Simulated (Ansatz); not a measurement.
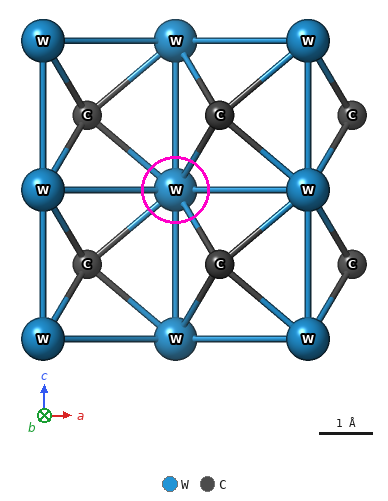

Perfect WC. A ball-and-stick model of the atoms within 4.5 Å of one point, in a slice 5.0 Å thick across the line of sight, seen along the b axis.

Level of theory: DFT PBE, scalar-relativistic, plane waves, PAW in Ansatz 0.2.0. (plane-wave cutoff 420 eV; k-point mesh 5 × 5 × 5; occupations gaussian; smearing width 0.1 eV; no spin polarisation) The cell is small and the k-mesh coarse, so the numbers are rough. The axes drawn are those of the host's conventional cell.

A tungsten atom is taken out (a vacancy) at the ringed place, in charge state 0. The supercell has 16 sites, and the atoms are relaxed at the host's cell.

Predict the relaxed surroundings of the defect.

Answer. Around the empty W site the host had 6 C at 2.21 Å; after relaxation the nearest atoms are 6 C at 2.30 Å. Of the host's atoms, a carbon atom moves furthest from its site, by 0.10 Å. Relaxing the atoms from the host's sites lowers the energy by 0.62 eV. At a tolerance of 0.02 Å the relaxed supercell has space group P-6m2.

The relaxed defect, seen from the same direction:

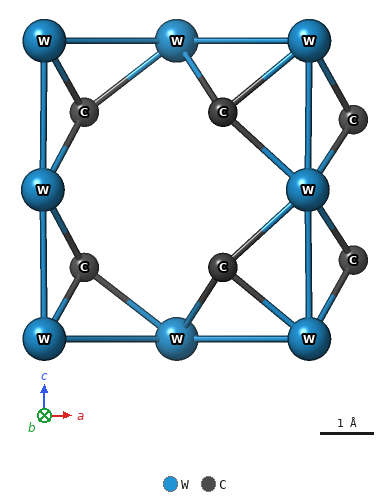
